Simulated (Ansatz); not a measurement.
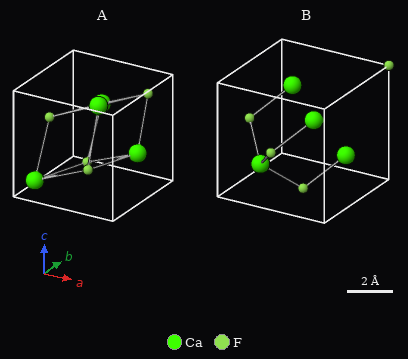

Two geometries of solid CaF (built on the FeSi (B20)_198 type) (coarse preliminary run), drawn at one scale. One is the start of a relaxation, the other its converged end. A ball-and-stick model of the cell of the calculation, seen from a free direction.

The calculation used DFT PBE, scalar-relativistic, plane waves, PAW in Ansatz. (plane-wave cutoff 420 eV; k-point mesh 4 × 4 × 4; occupations gaussian; smearing width 0.1 eV; no spin polarisation; cell and atoms relaxed; force threshold 0.04 eV/Å; at most 70 steps)

Question: Which one is relaxed?

Answer: Structure B is the relaxed one. Case: FeSi (B20) type (P2_13, No. 198). After 9 accepted moves (11 points after the start) the energy has fallen by 5.563 eV per cell of the calculation. Largest force component: 0.37 eV/Å at the start, 0.0029 eV/Å at the end. The pressure goes from 4.54 to −0.29 GPa. The SCF was repeated twice at an unchanged geometry on a basis and grid sized afresh for the cell, which shifted the energy by 0.163 eV per cell of the calculation at most. The largest moves relative to the cell, 1.52 Å, are those of F atoms. Largest moves by element: F 1.52 Å, Ca 1.13 Å. The volume changes by +24.3 %, with a = b = c 5.233 → 5.625 Å (+7.5 %). Among the contacts that change: Ca–F 2.738 → 4.672 Å, Ca–Ca 3.207 → 3.980 Å, Ca–F 2.945 → 2.437 Å, Ca–F 2.624 → 2.432 Å. Bonds break: Ca–F (2.74 → 4.67 Å). The space group stays P2_13 (No. 198). Cost: 67 s on 1 thread of Intel(R) Xeon(R) Platinum 8488C (Sapphire Rapids), on a shared host, peak memory 0.41 GiB.
